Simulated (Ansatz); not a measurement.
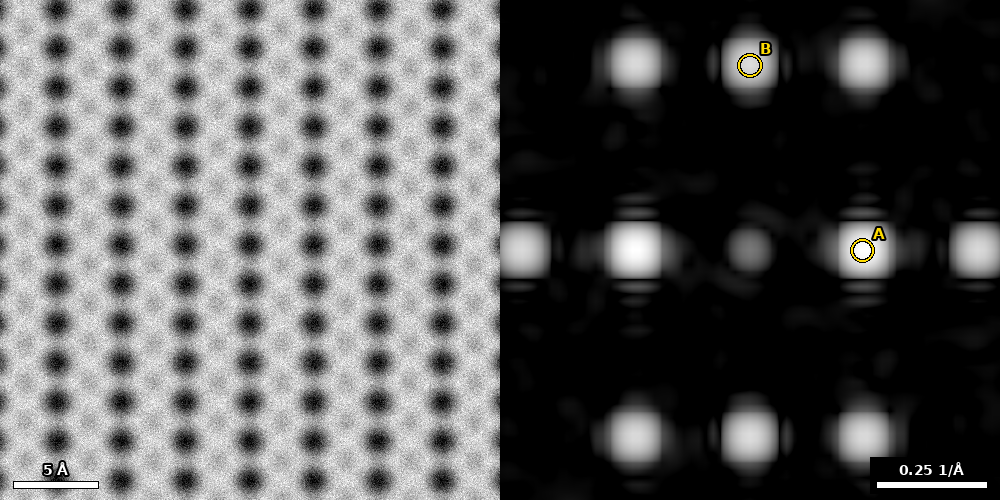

Phase-contrast TEM-like image of K (Fm-3m, No. 225) along [211]. Simulated in the weak-phase-object approximation with neutral-atom potentials: 300 kV, Cs = 0.60 mm, defocus −412 Å (negative is underfocus), defocus spread 40 Å, aperture 0.58 1/Å. Shot noise was added. Atomic positions: a calculation's starting geometry; the starting structure was generated, so it need not be a known form of this composition.

The right panel is the modulus of the image's Fourier transform on a logarithmic scale.

a = 6.672 Å, b = 6.672 Å, c = 6.672 Å, α = 90.00°, β = 90.00°, γ = 90.00°

Index the marked spots and give their plane spacings (the zone axis points at the viewer; indices equivalent by symmetry, or all signs reversed, are as good).

Answer. A: (-1 1 1), d = 3.85 Å; B: (0 -2 2), d = 2.36 Å. A and B enclose 90°, and every spot obeys the zone law hu + kv + lw = 0 for [211].
